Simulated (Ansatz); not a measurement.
## Ir: a changed input and its effect

System: Ir (1 atom in the cell).
Method of run A: DFT PBEsol, scalar-relativistic, plane waves, PAW, no spin polarisation (Ansatz 0.2.0).

The structure derives from an entry of the Crystallography Open Database. Text and figures count atoms from 1; the logs count them from 0 in places.

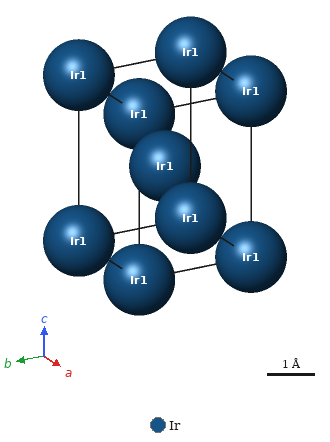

Fig. 1: The structure as given in the input (spheres-only view of the cell 2 times as large as that of the calculation, set on its symmetry axes, seen at an oblique angle; atoms are numbered from 1 in the order of the input). An atom can appear more than once, as a periodic image.

The input, run A:
```yaml
crystal:
  lattice:
    - [-0.0383023041, 1.9151152071, 1.9151152071]
    - [1.9151152071, -0.0383023041, 1.9151152071]
    - [1.876812903, 1.876812903, 0.0]
  atoms:
    - { symbol: Ir, position: [0.0, 0.0, 0.0] }
basis:
  ecutwfc: 420
kpoints:
  mp_grid: { grid: [26, 26, 26] }
hamiltonian:
  xc: pbesol
scf:
  occupations: { method: gaussian, width: 0.15 }
output:
  forces: true
  stress: true
  eigenvalues: true
```

Command:
```bash
ansatz run input.yaml --threads 1 --pin off --max-ram 2560MiB --backend cpu --events-out ev --progress --plain --runs-dir out
```

Hardware: 1 thread of Intel Xeon @ 2.50GHz (Skylake/Cascade Lake), 189 GiB of memory available, shared host.

Output, shortened to warnings, some set-up lines, iterations and results (run A):
```
Basis set: ecut = 420 eV, 279 PW (Γ), exchange–correlation on 40×40×36 points (8 copies of the dense FFT grid, shifted against one another)
Symmetry: 8 space group operations
k-points: 2471 of 17576
Initial density: superposition of atomic densities (neutral atoms: chi_scale 0, normalization atom), corrected by the library's trained network
[...]
SCF iter   1: F=—  HF=-11799.021017 eV  |F-HF|=—  |Δ(HF+E_count)|=         —  Δρ=5.71e-3  dr2=1.92e-3  ethr=1.77e-3  ⟨swp⟩=5.0  Hψ=155644  notcnv=0
SCF iter   2: F=—  HF=-11799.020765 eV  |F-HF|=—  |Δ(HF+E_count)|=   2.52e-4  Δρ=3.06e-3  dr2=5.07e-4  ethr=1.13e-5  ⟨swp⟩=2.3  Hψ=60979  notcnv=0
SCF iter   3: F=—  HF=-11799.020796 eV  |F-HF|=—  |Δ(HF+E_count)|=   3.09e-5  Δρ=2.52e-4  dr2=5.24e-6  ethr=2.99e-6  ⟨swp⟩=2.0  Hψ=42162  notcnv=0
SCF iter   4: F=—  HF=-11799.020794 eV  |F-HF|=—  |Δ(HF+E_count)|=   1.61e-6  Δρ=6.96e-5  dr2=2.12e-7  ethr=3.08e-8  ⟨swp⟩=2.2  Hψ=44294  notcnv=0
SCF iter   5: F=-11799.020794 eV  HF=-11799.020794 eV  |F-HF|=1.77e-9  |Δ(HF+E_count)|=   1.05e-7  Δρ=1.12e-5  dr2=4.60e-9  ethr=1.25e-9  ⟨swp⟩=2.1  Hψ=44202  notcnv=0
SCF iter   6: F=-11799.020794 eV  HF=-11799.020794 eV  |F-HF|=2.73e-11  |Δ(HF+E_count)|=   2.63e-9  Δρ=1.97e-6  dr2=1.49e-10  ethr=2.71e-11  ⟨swp⟩=2.0  Hψ=103455  notcnv=0
SCF 1 converged in 6 iterations: F = -11799.020794 eV  dr2 = 1.49e-10
SCF converged after 6 iterations
Free energy (F): -11799.020794 eV
Harris-Foulkes:  -11799.020794 eV  (|F-HF|=2.73e-11)
Internal energy: -11799.011543 eV  (E = F + TS)
E sigma→0 (E₀):  -11799.016169 eV
Entropy (-TS):   -0.009251 eV (-9.251 meV/atom)
Fermi energy:    25.872776 eV
--- Per-component energies (eV) ---
  E_band       = -81.952925
  E_kinetic    = 623.583234
  E_local      = -1058.384113  (includes V_loc(G=0)·N_el)
  E_nonlocal   = 75.830761
  E_hartree    = 405.751734
  E_xc         = -266.702766
  E_vxc        = -299.965229  (∫ρ·V_xc dr)
  E_paw        = -9088.738608  (= ΣΔE_a)
  E_vpaw       = -234.521175  (= ΣTr[D̂ρ^β])
  E_aug_tail   = 0.000053  (compensation charges beyond the density's cutoff)
  E_ewald      = -2490.617122
  E_core_change = 0.265285  (= ΣΔE_core)
  E_smearing   = -0.009251  (= −TS)
  E_closure    = 0.000000  (closes the sum)
  Σ components = -11799.020794   (vs F -11799.020794, Δ=0.00e0)
--- Forces (eV/Å), atoms counted from 1 ---
  atom   1  Ir    -0.00000000    -0.00000000     0.00000000
  max |Σ_I F_I| component: 4.93e-32 eV/Å
--- Stress (GPa, compression-positive) ---
        1.297188      11.515023       0.000000
       11.515023       1.297188      -0.000000
        0.000000      -0.000000       0.030521
  P = ⅓ Tr σ = 0.8750 GPa (8.750 kbar)
```

For run B the input was changed thus:
```diff
-    - [-0.0383023041, 1.9151152071, 1.9151152071]
-    - [1.9151152071, -0.0383023041, 1.9151152071]
-    - [1.876812903, 1.876812903, 0.0]
+    - [-0.0191511521, 1.9151152071, 1.9151152071]
+    - [1.9151152071, -0.0191511521, 1.9151152071]
+    - [1.895964055, 1.895964055, 0.0]
```

How does run B compare with run A?

With the same functional and potentials, run B lies 15.2 meV per atom lower. The pressure goes from 0.87 to 0.26 GPa. The number of SCF iterations is the same. The plane waves at Γ go from 279 to 283.

Output, shortened to warnings, some set-up lines, iterations and results (run B):
```
Basis set: ecut = 420 eV, 283 PW (Γ), exchange–correlation on 40×40×36 points (8 copies of the dense FFT grid, shifted against one another)
Symmetry: 8 space group operations
k-points: 2471 of 17576
Initial density: superposition of atomic densities (neutral atoms: chi_scale 0, normalization atom), corrected by the library's trained network
[...]
SCF iter   1: F=—  HF=-11799.036164 eV  |F-HF|=—  |Δ(HF+E_count)|=         —  Δρ=5.62e-3  dr2=1.87e-3  ethr=1.77e-3  ⟨swp⟩=5.0  Hψ=155703  notcnv=0
SCF iter   2: F=—  HF=-11799.035800 eV  |F-HF|=—  |Δ(HF+E_count)|=   3.65e-4  Δρ=2.34e-3  dr2=1.15e-4  ethr=1.10e-5  ⟨swp⟩=2.3  Hψ=64571  notcnv=0
SCF iter   3: F=—  HF=-11799.035920 eV  |F-HF|=—  |Δ(HF+E_count)|=   1.20e-4  Δρ=1.02e-3  dr2=2.13e-5  ethr=6.74e-7  ⟨swp⟩=1.0  Hψ=31863  notcnv=0
SCF iter   4: F=—  HF=-11799.035948 eV  |F-HF|=—  |Δ(HF+E_count)|=   2.83e-5  Δρ=4.25e-5  dr2=9.04e-8  ethr=1.25e-7  ⟨swp⟩=2.1  Hψ=42075  notcnv=0
SCF iter   5: F=-11799.035948 eV  HF=-11799.035948 eV  |F-HF|=4.49e-9  |Δ(HF+E_count)|=   1.72e-8  Δρ=7.36e-6  dr2=5.98e-9  ethr=5.32e-10  ⟨swp⟩=2.3  Hψ=45478  notcnv=0
SCF iter   6: F=-11799.035948 eV  HF=-11799.035948 eV  |F-HF|=1.55e-10  |Δ(HF+E_count)|=   2.08e-9  Δρ=1.37e-6  dr2=2.15e-10  ethr=3.52e-11  ⟨swp⟩=2.5  Hψ=105166  notcnv=0
SCF 1 converged in 6 iterations: F = -11799.035948 eV  dr2 = 2.15e-10
SCF converged after 6 iterations
Free energy (F): -11799.035948 eV
Harris-Foulkes:  -11799.035948 eV  (|F-HF|=1.55e-10)
Internal energy: -11799.026736 eV  (E = F + TS)
E sigma→0 (E₀):  -11799.031342 eV
Entropy (-TS):   -0.009212 eV (-9.212 meV/atom)
Fermi energy:    25.867502 eV
--- Per-component energies (eV) ---
  E_band       = -82.097467
  E_kinetic    = 623.515549
  E_local      = -1058.080108  (includes V_loc(G=0)·N_el)
  E_nonlocal   = 75.811025
  E_hartree    = 405.553121
  E_xc         = -266.688001
  E_vxc        = -299.945817  (∫ρ·V_xc dr)
  E_paw        = -9088.725992  (= ΣΔE_a)
  E_vpaw       = -234.504967  (= ΣTr[D̂ρ^β])
  E_aug_tail   = 0.000052  (compensation charges beyond the density's cutoff)
  E_ewald      = -2490.677667
  E_core_change = 0.265285  (= ΣΔE_core)
  E_smearing   = -0.009212  (= −TS)
  E_closure    = 0.000000  (closes the sum)
  Σ components = -11799.035948   (vs F -11799.035948, Δ=0.00e0)
--- Forces (eV/Å), atoms counted from 1 ---
  atom   1  Ir     0.00000000     0.00000000    -0.00000000
  max |Σ_I F_I| component: 6.16e-33 eV/Å
--- Stress (GPa, compression-positive) ---
        0.360909       5.746325      -0.000000
        5.746325       0.360909      -0.000000
       -0.000000      -0.000000       0.045154
  P = ⅓ Tr σ = 0.2557 GPa (2.557 kbar)
```

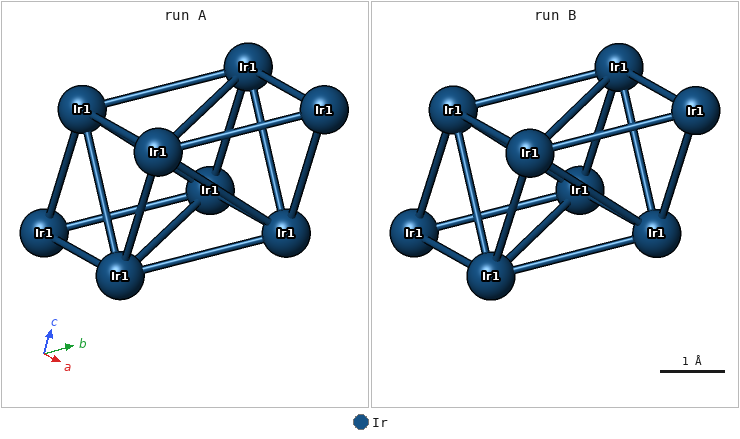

Fig. 2: The two input geometries at one scale (ball-and-stick view of the reduced cell, seen slightly off an axis). No atom moves by more than 0.005 Å relative to the cell. The drawn cell changes at constant volume: a 2.654 → 2.681 Å (+1.0 %), b = c 2.709 → 2.708 Å (0.0 %), α 61.3° → 60.7°, β 60.7° → 60.3°, γ 60.7° → 60.3°. Among the contacts that change: Ir1–Ir1 2.654 → 2.681 Å.

The two runs side by side:

| quantity | run A | run B |
| --- | --- | --- |
| outcome | converged | converged |
| free energy per atom (eV) | −11799.0208 | −11799.0359 |
| energy per atom, smearing taken to zero (eV) | −11799.0162 | −11799.0313 |
| gap on the mesh (eV) | 0.00 | 0.00 |
| pressure (GPa) | 0.87 | 0.26 |
| largest force (eV/Å) | 0.000 | 0.000 |
| SCF iterations | 6 | 6 |
| irreducible k-points | 2471 | 2471 |
| plane waves at Γ | 279 | 283 |
| wall time (shared host) | 47 s | 45 s |

For both runs: Spin–orbit coupling is left out, which matters for Ir.
